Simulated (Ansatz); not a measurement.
Consider Sc.

```xyz
4
Lattice="4.6183 0.0000 0.0000 0.0000 4.6183 0.0000 0.0000 0.0000 4.6183" Properties=species:S:1:pos:R:3 pbc="T T T"
Sc    0.0000    0.0000    0.0000
Sc    2.3092    2.3092    0.0000
Sc    2.3092    0.0000    2.3092
Sc    0.0000    2.3092    2.3092
```

Space group Fm-3m; computed without spin polarisation.

Computed with DFT PBE, scalar-relativistic, plane waves, PAW (Ansatz 0.2.0).

Q: Predict the valence pseudo-density and electron localisation function between the atoms.

A: Sc–Sc (3.27 Å): the density is about 0.11 e/Å³ at the midpoint; the ELF is about 0.25 at the midpoint (no localised pair shows between them).
The ELF has a maximum of about 0.75 in the space between the atoms, 2.3 Å from six Sc atoms, on no atom or two-centre bond.

Q: Does the calculation make it a metal, or give it a gap?

A: It is gapless in this calculation (a metal or semimetal).

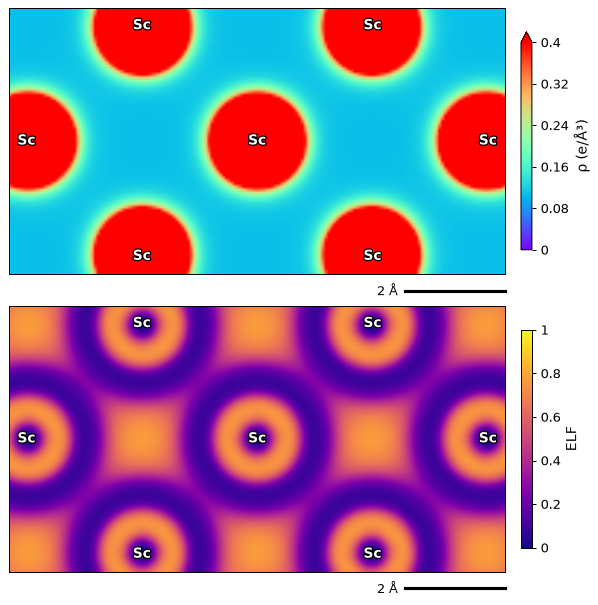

Computed valence pseudo-density and electron localisation function on the (010) plane of the conventional cell, in this order. 

In a PAW calculation such maps are meaningful between the atoms, not at the nuclei.
